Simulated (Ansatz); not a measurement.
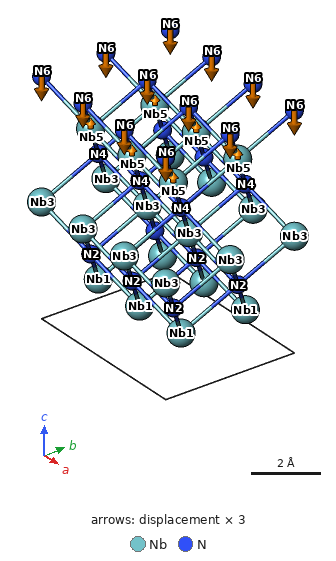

This is a constrained relaxation of a slab of composition NbN (cut from the Fm-3m phase). The starting structure is drawn; orange arrows show the displacements, 3 times their true length.

Style: ball-and-stick. Shown: the 3 × 2 repeat of the cell, outlined in the plane, without the vacuum, slightly off an axis.

Case: clean slab, lower half held. The slab is the (1 1 1) face of NbN. 3 atoms are held fixed.

These are results of DFT PBEsol, scalar-relativistic, plane waves, PAW in Ansatz 0.2.0, not measurements. (plane-wave cutoff 420 eV; k-point mesh 9 × 9 × 1; occupations gaussian; smearing width 0.1 eV; no spin polarisation; dipole correction; atoms relaxed in a fixed cell; force threshold 0.03 eV/Å; at most 70 steps)

Atoms of which element are displaced furthest, and by how much?

Answer. Nitrogen: up to 0.25 Å, against 0.11 Å for niobium.

What happened in the run?

Answer. The largest move is that of N6, 0.25 Å along the normal (−c). Largest moves by element: N 0.25 Å, Nb 0.11 Å. The cell stays as it was. Some distances before and after: Nb5–N6 2.190 → 2.001 Å, Nb3–Nb5 3.097 → 3.190 Å, N4–Nb5 2.190 → 2.268 Å, Nb3–N4 2.190 → 2.180 Å. Among the angles between lasting bonds that change: Nb5–N6–Nb5 90.0° → 101.4°, N6–Nb5–N6 90.0° → 101.4°, N4–Nb5–N6 180.0° → 168.7°. Over 4 geometry steps the energy falls by 0.910 eV per cell of the calculation. Largest force component: 5 eV/Å at the start, 0.013 eV/Å at the end. Cost: 3 s on 4 threads of AMD EPYC 9R45 96-Core Processor (Zen 5), with other jobs on the host, peak memory 0.58 GiB.
